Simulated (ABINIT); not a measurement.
**NaCl (Fm-3m): least direct gap against volume**

The cell of NaCl (Fm-3m) is scaled evenly and the response computed anew at each volume, on one mesh.

The structure is cubic, space group Fm-3m (No. 225). The conventional cell has a = 5.620 Å, b = 5.620 Å, c = 5.620 Å, α = 90.00°, β = 90.00°, γ = 90.00°. Cl on site b is surrounded by 6 Na at 2.81 Å. Around Na on site a lie 6 Cl at 2.81 Å.

Method: ABINIT 10.8.3, PBE, independent particles, k-mesh 10×10×10, Lorentzian half width 0.04 eV.

Launch of the response step: `optic optic.abi`. The series took 3.3 min in all, its band step included, on 4 threads of AMD EPYC 7B13 (Zen 3), with other jobs on the host.

| V/V₀ | V (Å³, primitive cell) | least direct gap (eV) |
| --- | --- | --- |
| 0.94 | 41.71 | 5.403 |
| 0.97 | 43.04 | ? |
| 1.00 | 44.38 | 5.150 |
| 1.03 | 45.71 | 5.036 |
| 1.06 | 47.04 | 4.931 |

For small changes the quantity should be close to linear in ln V.

Working, on the rows shown:

| x = ln(V/V₀) | y = least direct gap |
| --- | --- |
| -0.0618754 | 5.403 |
| 0 | 5.15 |
| 0.0295588 | 5.036 |
| 0.0582689 | 4.931 |

Means: x̄ = 0.0064881, ȳ = 5.13. Σ(x − x̄)(y − ȳ) = -0.03127, Σ(x − x̄)² = 0.007929. Slope = -0.03127 / 0.007929 = -3.943; intercept = ȳ − slope · x̄ = 5.1556. The line misses the rows shown by at most 0.0056 eV.

**Question.** What does the fit predict for the withheld row, and how well does it do?

**Answer.** At x = -0.030459 the line gives y = 5.2757 eV. The run gave 5.272 eV, so the interpolation is off by 0.0037 eV, 0.8 % of the range in the table.

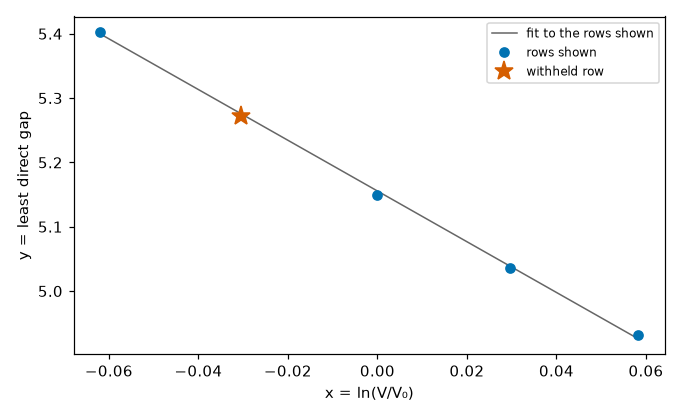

Between the rows on either side of x = 0 the slope is (5.036 − 5.272) / (0.029559 − (-0.030459)) = -3.932. That is a volume deformation potential of -3.9 eV: the least direct gap on this mesh widens by 39 meV for each per cent of compression. The cell comes from an older database entry, whose edges can be off by a per cent or so. PBE gaps are as a rule too small.
